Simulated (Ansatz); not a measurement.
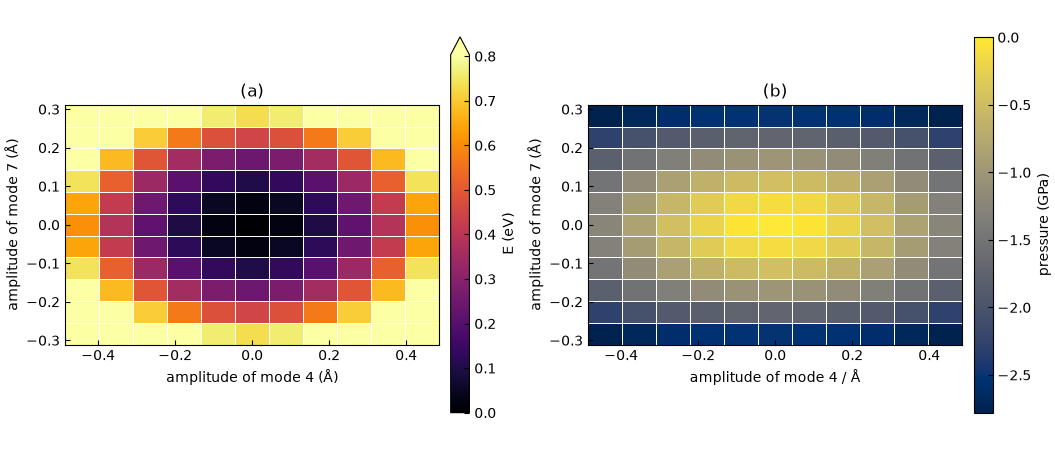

Si (I4/mmm, No. 139; 8 atoms in the cell). 
- The energy is mapped over two normal modes frozen in (zone-centre modes of the 8-atom cell of this scan, which folds in the wave vector (0, 0, 1/2) of the primitive cell).
- Coordinates scanned: (1) amplitude of mode 4 (121 cm⁻¹), largest displacement; (2) amplitude of mode 7 (135 cm⁻¹), largest displacement.
- Nothing is relaxed (the cell and all other modes fixed).
- The scan uses an 11 × 11 grid; 36 points were computed and 85 follow by symmetry.
- Points are written as (first, second).
- Energies: eV per cell, counted from the lowest grid point.
- The band gap closes in part of the range.
- Level of theory: Ansatz 0.2.0, DFT PBEsol, scalar-relativistic, plane waves, PAW. Settings: cutoff 420 eV, k-mesh 10×10×4 in the order of the run's cell vectors, gaussian smearing 0.03 eV, no spin polarisation.

Panel (a) is the energy; panel (b) is the computed pressure, in GPa.

In the figure: one coloured cell a grid point, one colour for all values above the top of the scale.

**How does the pressure vary over the map, and what is it at the lowest grid point?**

It runs from −2.78 GPa at (−0.442 Å, −0.283 Å) to 0.00 GPa at (0.000 Å, 0.000 Å). At the lowest grid point, (0.000 Å, 0.000 Å), it is 0.00 GPa.

PAW datasets: the set soft_1.
